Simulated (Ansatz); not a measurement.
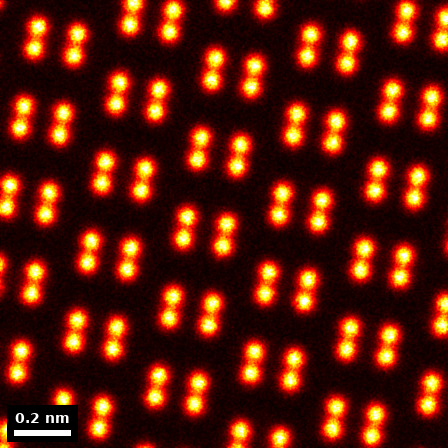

Z-contrast image of a crystal. Simulated incoherent Z contrast: every atom adds Z^1.7 spread by a probe of 0.53 Å full width; channelling and multiple scattering are left out. The probe carries 15 % of its weight in a tail 2.5 times as wide. Shot noise was added.

### Give the net of the columns and its spacings.

The pattern repeats on a centred rectangular net of 2.8 × 6.4 Å.

### Which plane group does this projection have?

c2mm: perpendicular mirror lines on a centred net, with further twofold points between them.

### How many columns does the smallest repeating cell hold, and how many levels of brightness?

4 columns in the primitive cell of 9.0 Å², all of one brightness.

The crystal is Cu (Ia-3, No. 206) seen along [210]. Atomic positions: the end point of a relaxation with DFT PBE, scalar-relativistic, plane waves, PAW in Ansatz; the starting structure was generated, so it need not be a known form of this composition.
